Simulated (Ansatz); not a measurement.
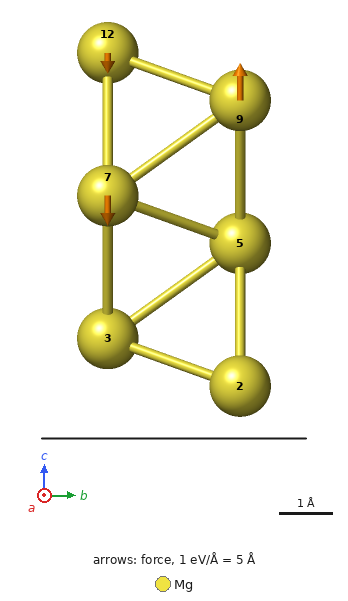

Starting geometry of a slab of composition Mg (cut from the P6_3/mmc phase) with the computed forces as orange arrows. The picture is a ball-and-stick view of the cell of the calculation, outlined in the plane, without the vacuum, seen along the a axis.

Case: clean slab, lower planes held. The slab is the (1 0 0) face of Mg. 6 atoms are held fixed.

Method: Ansatz 0.2.0, DFT PBE+D3(BJ), scalar-relativistic, plane waves, PAW. Settings: plane-wave cutoff 420 eV; k-point mesh 3 × 4 × 1; occupations gaussian; smearing width 0.1 eV; no spin polarisation; dipole correction; atoms relaxed in a fixed cell; force threshold 0.03 eV/Å; at most 70 steps.

What follows when this structure is relaxed?

It isn't relaxed: the largest force vector, on Mg atoms, is 0.14 eV/Å. The final displacements follow the starting forces only in part (cosine between the two patterns 0.82). Over 2 geometry steps the energy falls by 23.4 meV per cell of the calculation. Largest force component: 0.14 eV/Å at the start, 0.0026 eV/Å at the end. The largest moves, 0.11 Å, are those of Mg atoms. The lattice vectors keep their values. Near-neighbour distances that change, for instance: Mg–Mg 3.113 → 3.181 Å, Mg–Mg 3.149 → 3.084 Å, Mg–Mg 3.113 → 3.072 Å, Mg–Mg 3.149 → 3.183 Å. The run took 7 s on 4 threads of AMD EPYC 9R45 (Zen 5), on a shared host, peak memory 1.4 GiB.
